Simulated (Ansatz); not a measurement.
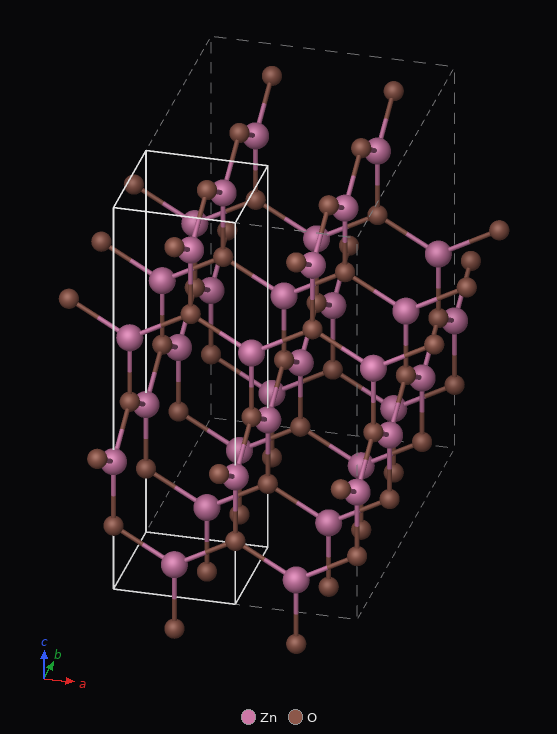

Drawn in the ball-and-stick manner and seen from a general direction. A 2×3×1 array of cells is drawn; the conventional unit cell has the solid edges. Some atoms of the next cells are drawn as well.

ZnO, space group I4_1md (No. 109), a = 3.31 Å, b = 3.31 Å, c = 11.33 Å, α = 90.00°, β = 90.00°, γ = 90.00°.

Method used: DFT PBE, scalar-relativistic, plane waves, PAW in Ansatz. It ran with plane waves up to 420 eV, k-points about 0.17 Å⁻¹ apart, Gaussian smearing of 0.02 eV, no spin polarisation.

Question: Predict the gap.

Answer: A semiconductor at this level, with a gap of 0.59 eV on the k-mesh (the true edges may lie between mesh points, so the gap can be somewhat smaller).

The cell started as a structure type filled with these elements by a generator (whether the compound takes this form wasn't checked). The picture shows the end point of a geometry optimisation with DFT PBE, scalar-relativistic, plane waves, PAW in Ansatz 0.2.0.
